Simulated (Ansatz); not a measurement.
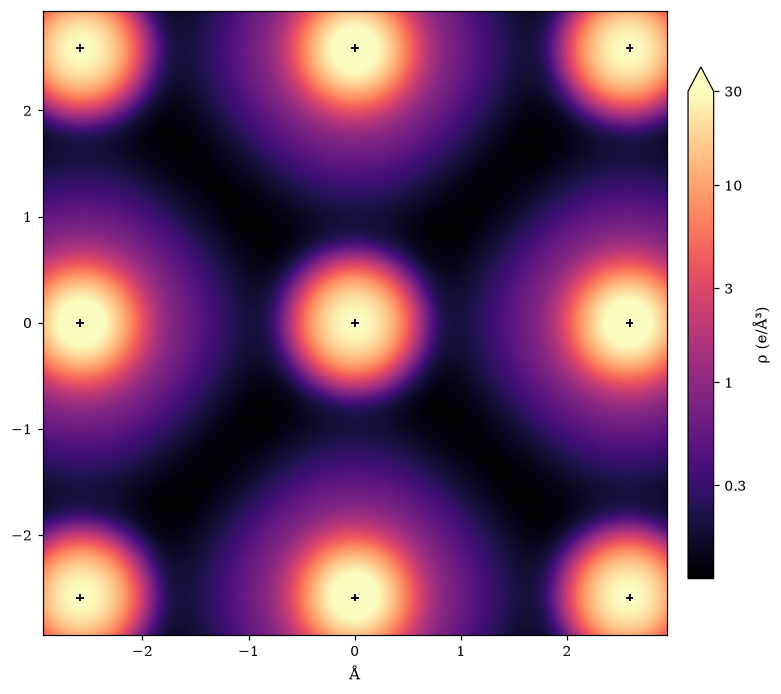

The valence charge density (pseudo) on a plane through atoms (crosses mark nuclei in the plane).

Computed with DFT PBE, scalar-relativistic, plane waves, PAW (Ansatz 0.2.0).

Candidates:
A. MgSe, a = 5.18 Å, b = 5.18 Å, c = 5.18 Å, α = 90.00°, β = 90.00°, γ = 90.00°. Space group Fm-3m; changed on purpose from its base cell (strain -0.050 along x and y, -0.050 along z, atoms carried along); computed pressure about 16 GPa in this cell.
B. V, a = 3.27 Å, b = 3.27 Å, c = 2.90 Å, α = 90.00°, β = 90.00°, γ = 90.00°. Space group I4/mmm; changed on purpose from its base cell (strain +0.080 along x and y, -0.040 along z, atoms carried along); computed pressure about −19 GPa in this cell; computed without spin polarisation.

Q: Which system is this?

A: Candidate A: MgSe on the (010) plane of the conventional cell, which holds Mg and Se. Mg–Se (2.59 Å): ρ at the midpoint is about 0.31 e/Å³.
